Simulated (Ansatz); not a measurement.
# CO2: what the fields show

```
O C
1.0
     3.89446    0.00000    0.00000
     0.00000    3.89446    0.00000
     0.00000    0.00000    5.92817
O C
8 4
Direct
  0.33043 0.25000 0.62500
  0.83043 0.75000 0.12500
  0.16957 0.25000 0.12500
  0.66957 0.75000 0.62500
  0.25000 0.66957 0.37500
  0.75000 0.16957 0.87500
  0.75000 0.33043 0.37500
  0.25000 0.83043 0.87500
  0.00000 0.00000 0.00000
  0.50000 0.50000 0.50000
  0.00000 0.50000 0.25000
  0.50000 0.00000 0.75000
```

Space group I-42d; a structure from a database of computed crystals, not necessarily the ambient phase.

These are results of Ansatz, Kohn-Sham DFT of a periodic cell, PBEsol, Ansatz PAW, not measurements.

Core electrons are frozen (PAW), and the valence fields are smoothed inside the atomic spheres.

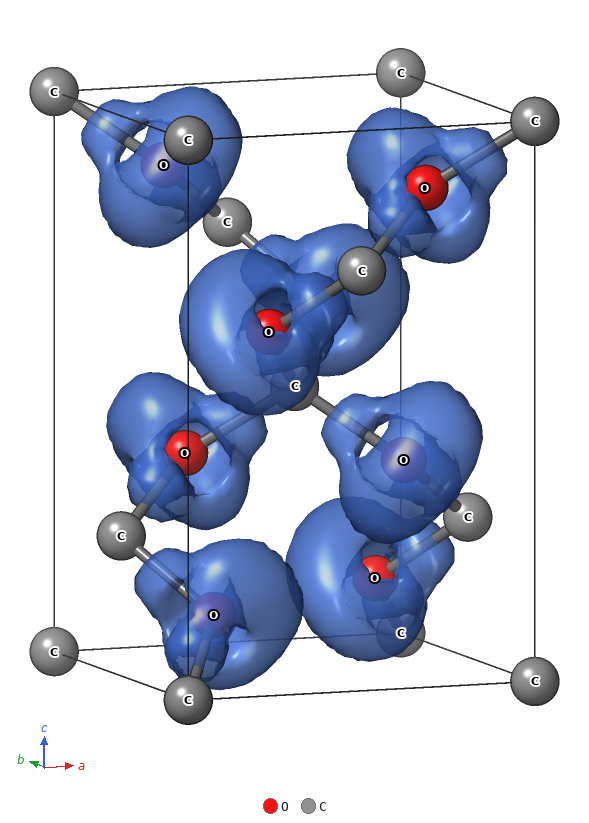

Figure 1. Isosurface of the electron localisation function at 0.75 (blue), seen slightly off an axis. Only the valence region is drawn (cores and ρ < 0.01 e/Å³ removed). Sticks mark near contacts.

> What do the ELF domains correspond to?

The ELF exceeds this value in eight regions on O in which the atom's valence shell and bonds are merged, counted in one cell of 12 atoms. Any copies at cell faces, edges or corners count once.


C–O (1.39 Å): the ELF peaks at about 0.85 between the atoms, as expected for a shared but strongly polarised pair.

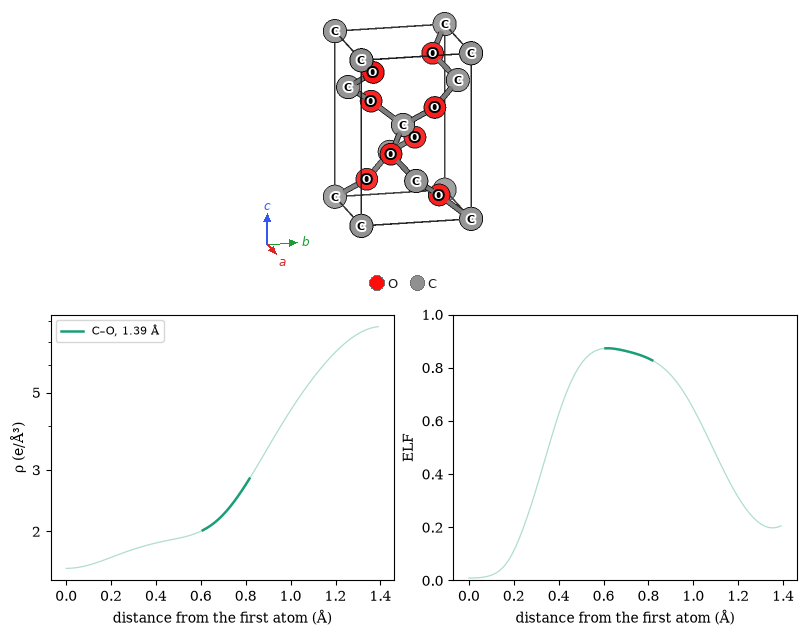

Figure 2. Valence electron density and ELF along straight lines between neighbouring atoms. Thin, pale parts lie inside the atomic spheres. The structure is drawn too.

> What can be read from the curves?

C–O (1.39 Å): ρ is about 2.2 e/Å³ halfway; the ELF peaks at about 0.85 between the atoms (a polar covalent bond).

> Does the calculation make it a metal, or give it a gap?

It is gapped, with a Kohn–Sham gap of 7.7 eV on the k-point mesh (the band edges may lie off the mesh, which would make the gap smaller).
